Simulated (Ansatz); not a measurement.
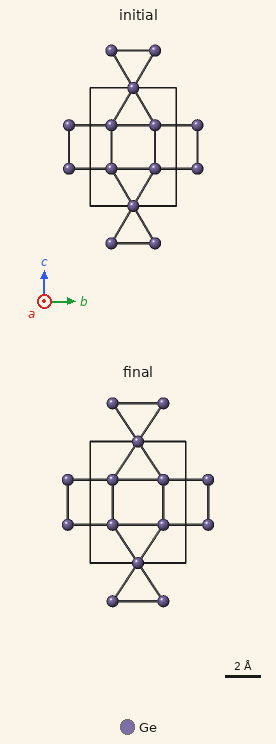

The structure of a crystal of Ge (a generated structure, set up in Pmmm) (coarse preliminary run) before (top) and after (bottom) a relaxation, at one scale.

The picture is a ball-and-stick view of the cell of the calculation, seen along the a axis.

The calculation used Ansatz 0.2.0, DFT PBE, scalar-relativistic, plane waves, PAW.

Input
```yaml
crystal:
  lattice:
    - [2.58961728, 0.0, 0.0]
    - [0.0, 5.02289124, 0.0]
    - [0.0, 0.0, 6.89173558]
  atoms:
    - { symbol: Ge, position: [0.5, 0.75383501, 0.316112] }
    - { symbol: Ge, position: [0.5, 0.24616499, 0.316112] }
    - { symbol: Ge, position: [0.5, 0.75383501, 0.683888] }
    - { symbol: Ge, position: [0.5, 0.24616499, 0.683888] }
    - { symbol: Ge, position: [0.5, 0.5, 0.0] }
basis:
  ecutwfc: 420
kpoints:
  mp_grid: { grid: [6, 4, 4] }
hamiltonian:
  xc: pbe
scf:
  occupations: { method: gaussian, width: 0.1 }
  lower_state_search: "off"
output:
  forces: true
  stress: true
  eigenvalues: true
relax:
  adjacent_minimum: "off"
  f_tol: 0.04
  max_steps: 70
  cell: { stress_tol: 0.4 }
```

Launched with:
```bash
ansatz run input.yaml --threads 1 --pin off --max-ram 2560MiB --backend cpu --events-out ev --progress --plain --runs-dir out
```

Describe what moved and what it gained.

Answer. The largest moves relative to the cell, 0.064 Å, are those of Ge1, Ge2, Ge3 and Ge4. Ge3 goes roughly along +b. The drawn cell changes as follows: a 2.590 → 2.737 Å (+5.7 %), b 5.023 → 5.577 Å (+11.0 %), c 6.892 → 7.090 Å (+2.9 %); the volume changes by +20.7 %. Some distances before and after: Ge1–Ge2 2.550 → 2.958 Å, Ge1–Ge5 2.524 → 2.677 Å, Ge1–Ge1 2.590 → 2.737 Å, Ge1–Ge2 (another image) 2.473 → 2.619 Å. Among the angles between lasting bonds that change: Ge1–Ge5–Ge3 119.3° → 112.9°, Ge1–Ge5–Ge2 60.7° → 67.1°, Ge2–Ge1–Ge5 59.7° → 56.5°. The space group stays Pmmm (No. 47). The energy falls by 180 meV per atom in 9 accepted moves (13 points after the start). The largest force component goes from 0.3 to 0.0048 eV/Å. The pressure goes from 17.23 to 0.01 GPa. The line search rejected the trial steps at points 7, 9 of the run. At 2 points the geometry stayed and the basis and grid were re-selected for the new cell (energy shift of 3.2 meV per atom at most each time).

Limits of the set-up: the k-point mesh is coarse for a cell with partly filled bands.
